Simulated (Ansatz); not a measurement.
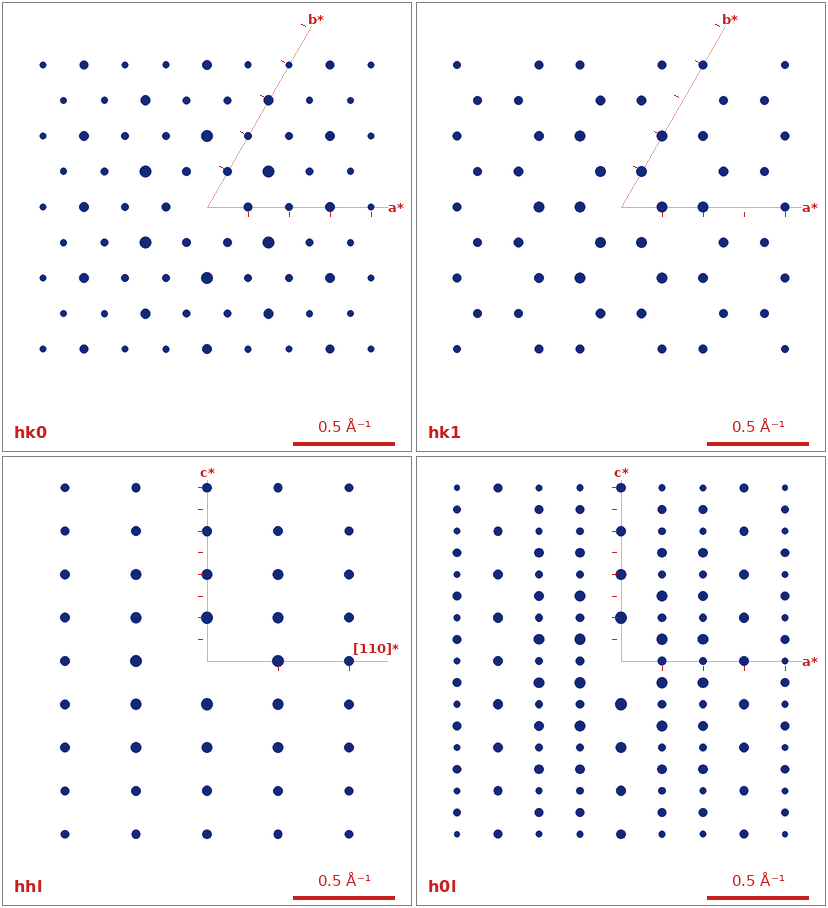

Simulated precession-type sections (X-rays; kinematic intensities, B = 0.5 Å²). The ticks mark integer indices of the conventional cell.

Read the reciprocal cell and give the direct cell.

Answer. a* = 0.204, b* = 0.204, c* = 0.108 Å⁻¹, γ* = 60°; the cell is hexagonal with a = 5.67 Å, c = 9.29 Å (hexagonal axes).

Which reflection conditions do the layers show?

Answer. Reflections are present only under these conditions. hkl: no condition; hk0: no condition; h0l: no condition; hhl: l = 2n; 00l: l = 2n. The lattice is primitive (P). Further gaps, such as 3 0 1, 0 3 1, 3 0 3, come from atoms on special positions, not from the group's general conditions.

Which space groups fit?

Answer. The intensities have Laue symmetry 6/mmm (the hk0 layer shows 6mm, hk1 shows 6mm). With these conditions the candidates are P6_3mc (No. 186), P-62c (No. 190), P6_3/mmc (No. 194). Diffraction geometry alone does not choose among them; the structure has P6_3/mmc. The compound is Cs. Structure: the geometry relaxed with DFT, revPBE, plane waves (420 eV) with PAW, scalar-relativistic (Ansatz 0.2.0); the starting structure was generated, so it need not be a known form of this composition.
